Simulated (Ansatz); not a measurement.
System: Cu, space group I4/mmm (No. 139).

The given structure:
```xyz
1
Lattice="-1.4428 1.4428 1.3761 1.4428 -1.4428 1.3761 1.4428 1.4428 -1.3761" Properties=species:S:1:pos:R:3 pbc="T T T"
Cu    0.0000    0.0000    0.0000
```

Method: homogeneous strain of a crystal along one Voigt pattern with engineering shear, fractional coordinates fixed, by plane-wave density functional theory with PAW datasets, free energies less that of the undisturbed cell; scalar-relativistic (Ansatz 0.2.0). Level: PBEsol, no spin polarisation.

wave cutoff 420 eV; k mesh 24×24×24; occupations Gaussian; smearing width 0.15 eV; k shift (0, 0, 0) (mesh steps); start as given; strain pattern (1, 0, 0, 0, 0, 0) (xx yy zz yz xz xy with engineering shear).

Predict the energy change and tensile stress summed over the strain pattern against strain. The strain takes the values −0.0600, −0.0450, −0.0300, −0.0150, 0.0000, 0.0150, 0.0300, 0.0450, 0.0525, 0.0600.

The energy change is 16.01 meV/atom at strain −0.0600 and 22.07 meV/atom at 0.0600; the lowest computed point is at strain −0.0150 (−0.30 meV/atom), in a single well. The tensile stress summed over the strain pattern rises from −9.8 GPa at strain −0.0600 to 8.5 GPa at 0.0600, and changes sign near −0.009. The slope of stress against strain at the start, which at zero pressure is the clamped-ion constant C11, is 144 GPa. The second derivative of tensile stress is −1140 GPa.

```csv
strain,energy change (meV/atom),tensile stress summed over the strain pattern (GPa)
-0.0600,16.01,-9.8
-0.0450,7.32,-6.5
-0.0300,2.01,-3.5
-0.0150,-0.30,-0.9
0.0000,0.00,1.4
0.0150,2.58,3.4
0.0300,7.22,5.3
0.0450,13.79,7.0
0.0525,17.73,7.7
0.0600,22.07,8.5
```

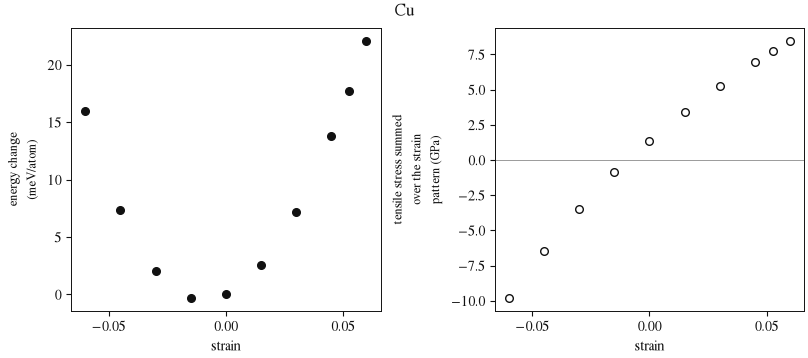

Caveats: reference crystal is not relaxed.
